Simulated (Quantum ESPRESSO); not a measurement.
**P: band-structure run (part 2 of 2)**

Continued. System: P (Pmna, 4 atoms in the cell). Method: Kohn-Sham DFT of a periodic cell, r2SCAN, SG15 PBE 1.2, no spin polarisation (Quantum ESPRESSO 7.5); cutoff 598.65 eV, 8×1×6 k-mesh, fermi-dirac of 0.05 eV. The structure derives from a Materials Project entry.

Geometry of the input (Å; fractional positions):
```
3.2837  0.0000  0.0000
0.0000  34.8570  0.0000
0.0000  0.0000  4.6321
P  0.5000  0.9703  0.9078
P  0.5000  0.0297  0.0922
P  0.0000  0.0297  0.4078
P  0.0000  0.9703  0.5922
```

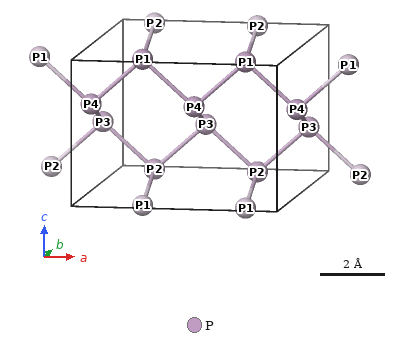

Figure 1. The input geometry (ball-and-stick view of the 2 × 1 repeat of the cell, with the vacuum cut short, seen slightly off an axis; neighbours outside the cell are drawn fainter; atoms are numbered from 1 in the order of the input). An atom can appear more than once, as a periodic image.

### What the program printed, continued
```
     total energy              =     -52.81258962 Ry
     estimated scf accuracy    <       0.54081813 Ry

     iteration # 16     ecut=    44.00 Ry     beta= 0.50
     Davidson diagonalization with overlap
     ethr =  1.91E-04,  avg # of iterations =  2.0

     negative rho (up,down):  5.055E-03 0.000E+00

     total energy              =     -52.79436435 Ry
     estimated scf accuracy    <       0.28427293 Ry

     iteration # 17     ecut=    44.00 Ry     beta= 0.50
     Davidson diagonalization with overlap
     ethr =  1.91E-04,  avg # of iterations =  2.0

     negative rho (up,down):  1.726E-03 0.000E+00

     total energy              =     -52.77239127 Ry
     estimated scf accuracy    <       0.16511669 Ry

     iteration # 18     ecut=    44.00 Ry     beta= 0.50
     Davidson diagonalization with overlap
     ethr =  1.91E-04,  avg # of iterations =  2.2

     negative rho (up,down):  2.389E-05 0.000E+00

     total energy              =     -52.75367913 Ry
     estimated scf accuracy    <       0.06378247 Ry

     iteration # 19     ecut=    44.00 Ry     beta= 0.50
     Davidson diagonalization with overlap
     ethr =  1.91E-04,  avg # of iterations =  3.8

     negative rho (up,down):  1.540E-05 0.000E+00

     total energy              =     -52.76698824 Ry
     estimated scf accuracy    <       0.00019825 Ry

     iteration # 20     ecut=    44.00 Ry     beta= 0.50
     Davidson diagonalization with overlap
     c_bands:  1 eigenvalues not converged
     c_bands:  1 eigenvalues not converged
     c_bands:  1 eigenvalues not converged
     c_bands:  2 eigenvalues not converged
     c_bands:  1 eigenvalues not converged
     c_bands:  1 eigenvalues not converged
     ethr =  9.91E-07,  avg # of iterations = 11.1

     negative rho (up,down):  4.223E-06 0.000E+00

     total energy              =     -52.76749913 Ry
     estimated scf accuracy    <       0.00027941 Ry

     iteration # 21     ecut=    44.00 Ry     beta= 0.50
     Davidson diagonalization with overlap
     c_bands:  1 eigenvalues not converged
     c_bands:  1 eigenvalues not converged
     c_bands:  1 eigenvalues not converged
     ethr =  9.91E-07,  avg # of iterations =  7.2

     negative rho (up,down):  1.925E-07 0.000E+00

     total energy              =     -52.76752575 Ry
     estimated scf accuracy    <       0.00007926 Ry

     iteration # 22     ecut=    44.00 Ry     beta= 0.50
     Davidson diagonalization with overlap
     c_bands:  1 eigenvalues not converged
     ethr =  3.96E-07,  avg # of iterations =  5.3

     total energy              =     -52.76752976 Ry
     estimated scf accuracy    <       0.00002669 Ry

     iteration # 23     ecut=    44.00 Ry     beta= 0.50
     Davidson diagonalization with overlap
     ethr =  1.33E-07,  avg # of iterations =  1.6

     total energy              =     -52.76752782 Ry
     estimated scf accuracy    <       0.00001772 Ry

     iteration # 24     ecut=    44.00 Ry     beta= 0.50
     Davidson diagonalization with overlap
     ethr =  8.86E-08,  avg # of iterations =  1.0

     total energy              =     -52.76752713 Ry
     estimated scf accuracy    <       0.00000792 Ry

     iteration # 25     ecut=    44.00 Ry     beta= 0.50
     Davidson diagonalization with overlap
     ethr =  3.96E-08,  avg # of iterations =  1.2

     total energy              =     -52.76752657 Ry
     estimated scf accuracy    <       0.00000310 Ry

     iteration # 26     ecut=    44.00 Ry     beta= 0.50
     Davidson diagonalization with overlap
     ethr =  1.55E-08,  avg # of iterations =  2.0

     total energy              =     -52.76752691 Ry
     estimated scf accuracy    <       0.00000023 Ry

     iteration # 27     ecut=    44.00 Ry     beta= 0.50
     Davidson diagonalization with overlap
     ethr =  1.15E-09,  avg # of iterations =  3.2

     total energy              =     -52.76752701 Ry
     estimated scf accuracy    <       0.00000004 Ry

     iteration # 28     ecut=    44.00 Ry     beta= 0.50
     Davidson diagonalization with overlap
     ethr =  1.80E-10,  avg # of iterations =  2.0

     End of self-consistent calculation

          k = 0.0000 0.0000 0.0000 ( 17689 PWs)   bands (ev):

   -19.4333 -16.8212 -13.2607  -9.5106  -8.3567  -8.2004  -7.1160  -5.4292
    -5.1266  -3.4141  -2.3320  -1.6323  -0.5699   0.0602   1.4264   1.6319

          k = 0.0000 0.0000 0.1523 ( 17675 PWs)   bands (ev):

   -19.2953 -17.0348 -13.2376 -10.2203  -7.9635  -7.6557  -7.0098  -5.5380
    -4.6311  -4.2721  -1.5382  -1.5272  -0.8341   0.0233   1.7521   1.8222

          k = 0.0000 0.0000 0.3046 ( 17680 PWs)   bands (ev):

   -18.8964 -17.5989 -12.9724 -11.3450  -7.3299  -6.7112  -6.3581  -5.8500
    -5.4534  -4.0978  -1.2697  -1.2270  -0.4182   0.1104   1.3761   1.3832

          k = 0.0000 0.0000-0.4570 ( 17678 PWs)   bands (ev):

   -18.2908 -18.2908 -12.3205 -12.3204  -6.4994  -6.4993  -6.2861  -6.2860
    -4.9019  -4.9019  -1.1192  -1.1191   0.5584   0.5584   0.6243   0.6244

          k = 0.1612 0.0000 0.0000 ( 17707 PWs)   bands (ev):

   -19.2356 -16.6136 -13.3472  -9.3663  -8.5704  -8.0762  -8.0294  -6.3646
    -5.0785  -3.4643  -2.1496  -0.8294  -0.1186   0.7745   1.5900   1.8459

          k = 0.1612 0.0000 0.1523 ( 17666 PWs)   bands (ev):

   -19.0985 -16.8347 -13.2761 -10.1466  -8.2873  -8.0429  -7.2066  -6.5647
    -4.7084  -4.2308  -1.4514  -0.7370  -0.0364   0.6310   1.3805   1.9053

          k = 0.1612 0.0000 0.3046 ( 17683 PWs)   bands (ev):

   -18.7021 -17.4073 -12.9403 -11.2710  -8.0759  -7.4141  -6.9217  -5.9251
    -5.3611  -4.3402  -0.4801  -0.1904   0.0181   0.2342   0.7403   1.4773

          k = 0.1612 0.0000-0.4570 ( 17656 PWs)   bands (ev):

   -18.0995 -18.0995 -12.2524 -12.2524  -7.6297  -7.6297  -6.3886  -6.3885
    -4.7474  -4.7474  -0.3186  -0.3183   0.4490   0.4492   0.9192   0.9194

          k = 0.1612 0.0000-0.3046 ( 17683 PWs)   bands (ev):

   -18.7021 -17.4073 -12.9403 -11.2710  -8.0759  -7.4141  -6.9217  -5.9251
    -5.3611  -4.3402  -0.4801  -0.1904   0.0181   0.2342   0.7403   1.4773

          k = 0.1612 0.0000-0.1523 ( 17666 PWs)   bands (ev):

   -19.0985 -16.8347 -13.2761 -10.1466  -8.2873  -8.0429  -7.2066  -6.5647
    -4.7084  -4.2308  -1.4514  -0.7370  -0.0364   0.6310   1.3806   1.9051

          k = 0.3223 0.0000 0.0000 ( 17655 PWs)   bands (ev):

   -18.6489 -15.9936 -13.8539  -9.9093  -9.2004  -8.9852  -7.5432  -6.8126
    -5.1549  -3.8546  -1.9255  -1.6409   0.2689   0.4190   1.7826   2.3429

          k = 0.3223 0.0000 0.1523 ( 17659 PWs)   bands (ev):

   -18.5154 -16.2507 -13.6444 -10.4405  -9.4231  -8.7515  -6.9900  -6.8920
    -5.1376  -4.3034  -1.3921  -1.2241  -0.3223   0.8047   2.0659   2.4324

          k = 0.3223 0.0000 0.3046 ( 17639 PWs)   bands (ev):

   -18.1294 -16.8539 -13.1008 -11.3791  -9.4968  -8.8006  -6.9201  -5.9859
    -5.1078  -5.0310  -0.9060  -0.3768  -0.2531   1.2251   2.0343   2.4080

          k = 0.3223 0.0000-0.4570 ( 17634 PWs)   bands (ev):

   -17.5411 -17.5410 -12.3184 -12.3184  -9.2129  -9.2128  -6.3330  -6.3329
    -5.0638  -5.0637  -0.4684  -0.4682   0.5651   0.5651   2.5860   2.5861

          k = 0.3223 0.0000-0.3046 ( 17639 PWs)   bands (ev):

   -18.1294 -16.8539 -13.1008 -11.3791  -9.4968  -8.8006  -6.9201  -5.9859
    -5.1078  -5.0310  -0.9060  -0.3768  -0.2531   1.2251   2.0343   2.4080

          k = 0.3223 0.0000-0.1523 ( 17659 PWs)   bands (ev):

   -18.5154 -16.2507 -13.6444 -10.4405  -9.4231  -8.7515  -6.9900  -6.8920
    -5.1376  -4.3034  -1.3921  -1.2241  -0.3223   0.8047   2.0659   2.4323

          k = 0.4835 0.0000 0.0000 ( 17567 PWs)   bands (ev):

   -17.6966 -15.0248 -14.9703 -11.8233  -9.3108  -8.6239  -6.8614  -6.4748
    -5.5965  -4.6608  -1.8714  -1.4750  -1.3453  -0.3245   0.4343   1.9974

          k = 0.4835 0.0000 0.1523 ( 17594 PWs)   bands (ev):

   -17.5740 -15.5186 -14.4735 -12.0099  -9.5203  -8.6517  -6.9942  -6.6183
    -5.4573  -4.6483  -1.6706  -1.2160  -0.6968  -0.6352   1.5050   1.7249

          k = 0.4835 0.0000 0.3046 ( 17599 PWs)   bands (ev):

   -17.2232 -16.0961 -13.8767 -12.5201  -9.6622  -8.8985  -7.4521  -6.7141
    -5.2317  -4.5882  -1.4207  -0.4728  -0.0401   0.3279   1.6340   2.5429

          k = 0.4835 0.0000-0.4570 ( 17622 PWs)   bands (ev):

   -16.6989 -16.6989 -13.1979 -13.1979  -9.4002  -9.4002  -7.2006  -7.2006
    -4.8657  -4.8656  -0.4556  -0.4556   0.2256   0.2256   2.7227   2.7227

          k = 0.4835 0.0000-0.3046 ( 17599 PWs)   bands (ev):

   -17.2232 -16.0961 -13.8767 -12.5201  -9.6622  -8.8985  -7.4521  -6.7141
    -5.2317  -4.5882  -1.4207  -0.4728  -0.0401   0.3279   1.6340   2.5429

          k = 0.4835 0.0000-0.1523 ( 17594 PWs)   bands (ev):

   -17.5740 -15.5186 -14.4735 -12.0099  -9.5203  -8.6517  -6.9942  -6.6183
    -5.4573  -4.6483  -1.6706  -1.2160  -0.6968  -0.6352   1.5050   1.7249

          k =-0.6446 0.0000 0.0000 ( 17498 PWs)   bands (ev):

   -16.4370 -16.4370 -13.5642 -13.5642  -8.8228  -8.8227  -6.3539  -6.3539
    -5.4841  -5.4841  -2.0036  -2.0036  -0.9037  -0.9036   0.7067   0.7068

          k =-0.6446 0.0000 0.1523 ( 17552 PWs)   bands (ev):

   -16.3605 -16.3605 -13.6490 -13.6490  -8.9109  -8.9108  -6.9002  -6.9002
    -5.0295  -5.0294  -1.9542  -1.9542  -0.1999  -0.1998   0.7885   0.7886

          k =-0.6446 0.0000 0.3046 ( 17602 PWs)   bands (ev):

   -16.1855 -16.1855 -13.8549 -13.8548  -8.9210  -8.9210  -7.6966  -7.6966
    -4.6818  -4.6817  -1.1228  -1.1228   0.0024   0.0024   1.9757   1.9758

          k =-0.6446 0.0000-0.4570 ( 17624 PWs)   bands (ev):

   -16.0825 -16.0825 -13.9800 -13.9800  -8.7483  -8.7482  -8.1923  -8.1923
    -4.5848  -4.5847  -0.8485  -0.8484   0.6360   0.6361   2.2490   2.2491

     the Fermi energy is    -2.8607 ev

!    total energy              =     -52.76752702 Ry
     estimated scf accuracy    <          7.8E-10 Ry
     smearing contrib. (-TS)   =      -0.00000010 Ry
     internal energy E=F+TS    =     -52.76752692 Ry

     The total energy is F=E-TS. E is the sum of the following terms:
     one-electron contribution =    -783.39710485 Ry
     hartree contribution      =     393.41033110 Ry
     xc contribution           =     -13.45154127 Ry
     ewald contribution        =     350.67078809 Ry

     convergence has been achieved in  28 iterations

     Forces acting on atoms (cartesian axes, Ry/au):

     atom    1 type  1   force =     0.00000000   -0.00571260    0.00723567
     atom    2 type  1   force =    -0.00000008    0.00571267   -0.00723585
     atom    3 type  1   force =     0.00000012    0.00572366    0.00728194
     atom    4 type  1   force =    -0.00000005   -0.00572373   -0.00728175

     Total force =     0.018481     Total SCF correction =     0.000069

     Computing stress (Cartesian axis) and pressure

          total   stress  (Ry/bohr**3)                   (kbar)     P=        1.63
   0.00001119  -0.00000000  -0.00000000            1.65       -0.00       -0.00
  -0.00000000   0.00000917   0.00000001           -0.00        1.35        0.00
  -0.00000000   0.00000001   0.00001289           -0.00        0.00        1.90

=------------------------------------------------------------------------------=
   JOB DONE.
=------------------------------------------------------------------------------=
```

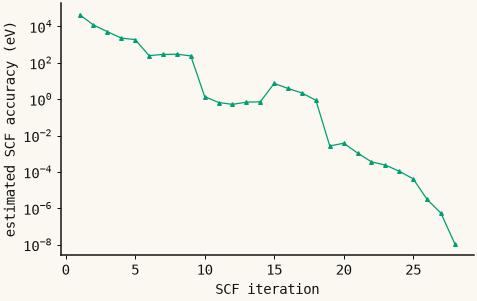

Figure 2. Convergence of the self-consistent field: estimated SCF accuracy against the iteration. The field takes 28 iterations in all.

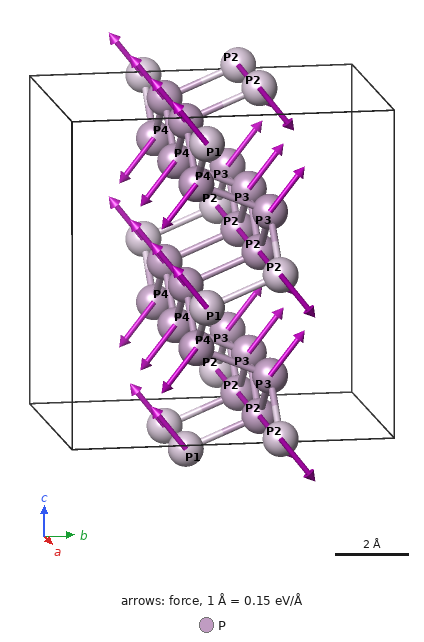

Figure 3. Forces on the atoms as pink arrows (ball-and-stick view of the 2 × 2 repeat of the cell, with the vacuum cut short, seen slightly off an axis; neighbours outside the cell are drawn fainter; atoms are numbered from 1 in the order of the input). The largest act on all 4 P atoms (0.24 eV/Å). The geometry is not a stationary point of this energy.

### Summary

| quantity | value |
| --- | --- |
| outcome | converged |
| space group (tolerance 0.01 Å) | Pmna (53) |
| electrons treated | 20 |
| free energy | −717.9388 eV |
| Fermi energy | −2.861 eV |
| gap on the k-point mesh | 1.08 eV |
| gap on the band path | 1.08 eV |
| pressure | 0.16 GPa |
| largest force (length of the vector) | 0.238 eV/Å |
| hardware | 2 threads of Arm Neoverse V2, 24 GiB of memory available, shared host |
| wall time | 20 min (CPU time 39 min) |
| peak memory | 0.62 GiB |

### Notes

Further notes kept with the run: potentials made for another functional. Notes on the run: negative rho. Points of doubt noted for this run: potentials made for another functional.
